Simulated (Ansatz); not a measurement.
Consider Mo.

```yaml
crystal:
  lattice:
    - [4.03000, 0.00000, 0.00000]
    - [0.00000, 4.03000, 0.00000]
    - [0.00000, 0.00000, 4.03000]
  atoms:
    - { symbol: Mo, position: [0.00000, 0.00000, 0.00000] }
    - { symbol: Mo, position: [0.50000, 0.50000, 0.00000] }
    - { symbol: Mo, position: [0.50000, 0.00000, 0.50000] }
    - { symbol: Mo, position: [0.00000, 0.50000, 0.50000] }
```

Space group Fm-3m; computed pressure about −5 GPa in this cell; computed without spin polarisation.

Theory: Ansatz, DFT, PBE, PAW with Ansatz's default frozen-core files, scalar-relativistic.

Question: Predict the valence pseudo-density and electron localisation function between the atoms.

Answer: Mo–Mo (2.85 Å): ρ is about 0.31 e/Å³ halfway; the ELF is about 0.30 at the midpoint.

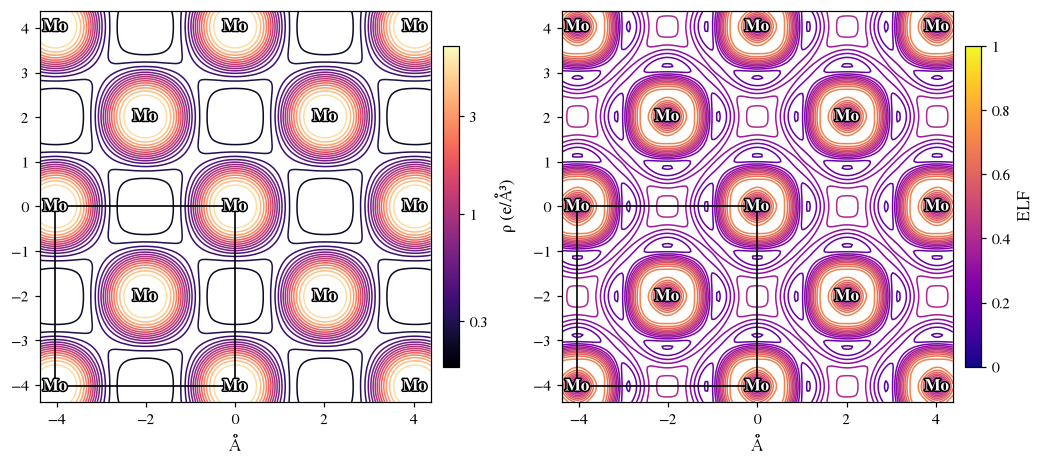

Computed valence pseudo-density and electron localisation function on the (100) plane of the conventional cell, in this order. 

In a PAW calculation such maps are meaningful between the atoms, not at the nuclei.
